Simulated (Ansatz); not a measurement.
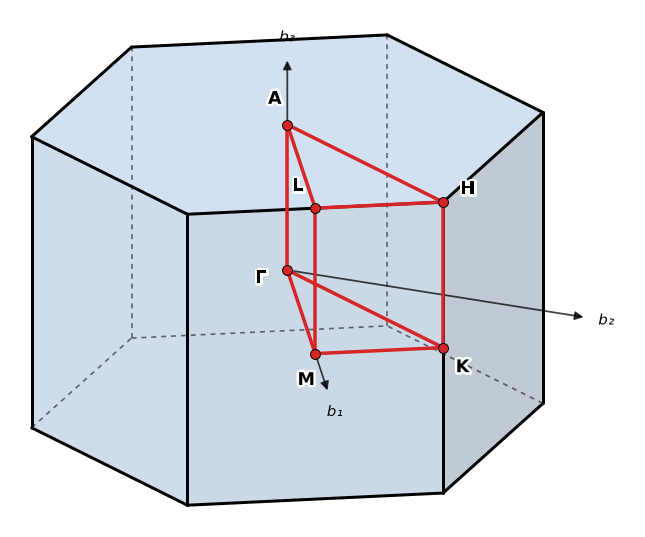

For Ti₅Si, the end point of a relaxation with Ansatz, DFT PBE, scalar-relativistic, plane waves, PAW: the figure shows the first Brillouin zone with its special points and a band path. Symmetry computed with spglib at a tolerance of 0.002 Å; standard conventional cell.

Labels and path follow the convention of Hinuma et al. (2017), as computed by seekpath; the arrows show the directions of the reciprocal primitive vectors b₁, b₂, b₃.

**Which Bravais lattice has this zone?**

A primitive hexagonal lattice (hP; extended symbol hP2). The zone is a hexagonal prism in its combinatorial type: 8 faces (6 with 4 edges, 2 with 6 edges), 18 edges, 12 vertices.

**In which order does the conventional band path visit the special points?**

Γ–M–K–Γ–A–L–H–A | L–M | H–K
